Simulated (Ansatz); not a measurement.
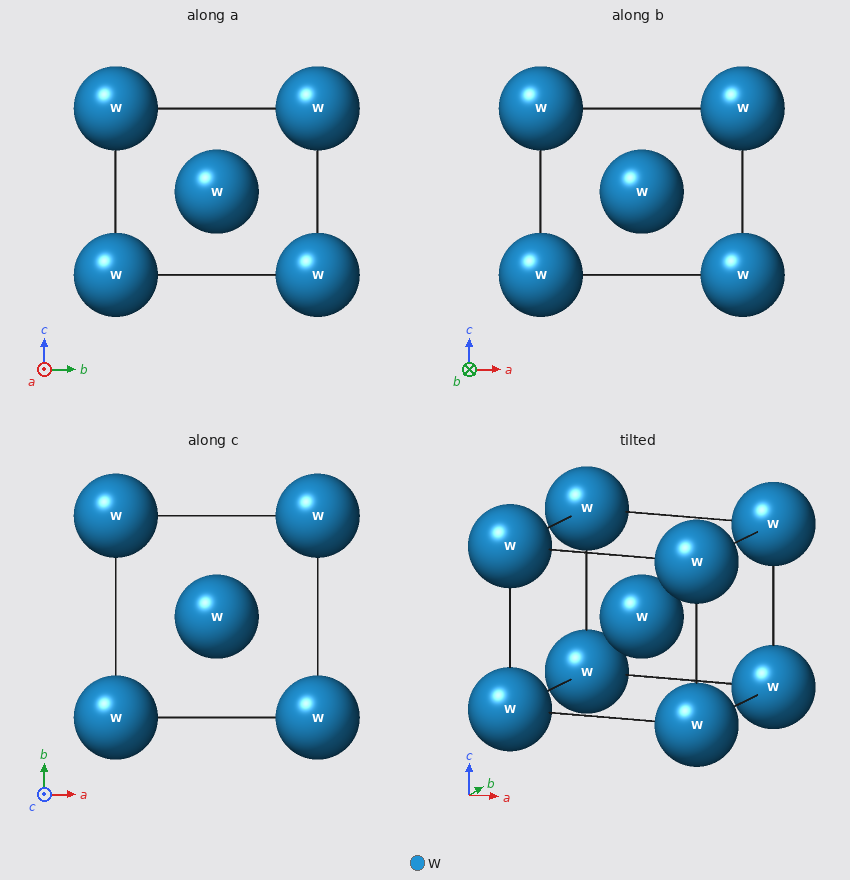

Spheres-only drawing of the structure, looking along the a axis, along the b axis, along the c axis and slightly off an axis. The parallelepiped is the conventional unit cell.

Lattice parameters: a = 3.407 Å, b = 3.407 Å, c = 2.811 Å, α = 90.00°, β = 90.00°, γ = 90.00°. Put a along x and b in the xy plane.

**From the views, write a POSCAR file.**

```
W
1.0
     3.407    0.000    0.000
     0.000    3.407    0.000
     0.000    0.000    2.811
W
2
Direct
  0.0000 0.0000 0.0000
  0.5000 0.5000 0.5000
```

The geometry is that of a generated cell, made by putting these elements into a known structure type (the compound may or may not exist in this form), without relaxation. An electronic-structure calculation with Ansatz was run on it.
